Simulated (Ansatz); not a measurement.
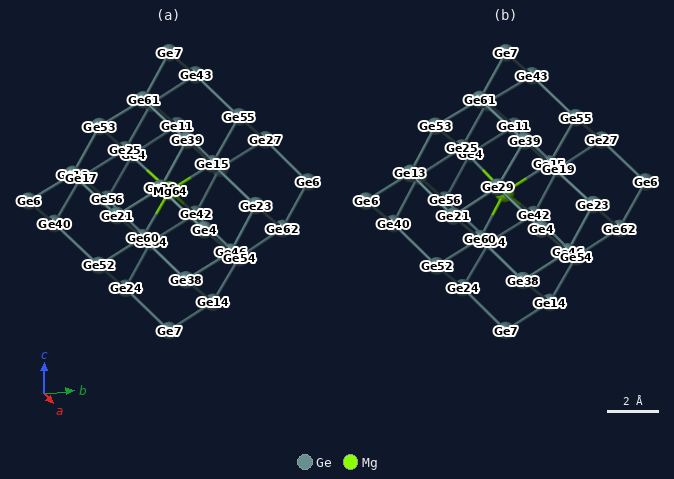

The structure of a defect cell of composition Ge₆₃Mg (cell charge −2) before (left) and after (right) a relaxation, at one scale.

The picture is a ball-and-stick view of the atoms within 5.8 Å of the atom that moves most (axes of the cell of the calculation), seen slightly off an axis.

The atoms of the start lie slightly off their symmetric places, so part of the fall in energy undoes that.

These are results of DFT, PBEsol, PAW, plane waves in Ansatz 0.2.0, not measurements. Settings: plane-wave cutoff 420 eV; k-point mesh 1 × 1 × 1; mesh shifted by (0.25, 0.25, 0.25); no spin polarisation; atoms relaxed in a fixed cell; force threshold 0.03 eV/Å; at most 80 steps.

> What changed between the two?

The atom that moves furthest is the Mg atom (0.12 Å along [−1 −1 −1]). By element the largest moves are Mg 0.12 Å, Ge 0.09 Å. The lattice vectors keep their values. Some distances before and after: Ge–Mg 2.404 → 2.512 Å, Ge–Ge 2.541 → 2.469 Å, Ge–Ge 2.493 → 2.424 Å, Ge–Ge 2.508 → 2.443 Å. Bond angles that change, for instance: Ge–Ge–Mg 110.7° → 105.9°, Ge–Mg–Ge 110.7° → 106.5°, Ge–Ge–Mg 109.9° → 105.8°. After 3 geometry steps the energy has fallen by 0.645 eV per cell of the calculation. Largest force component: 0.75 eV/Å at the start, 0.01 eV/Å at the end. The run took 6.6 s on 1 × NVIDIA GB300 Max-Q with 8 threads of Arm Neoverse-V2, peak memory 2.2 GiB.

Limits of the set-up: the cell is charged, on a uniform background, and energies carry no finite-size correction.
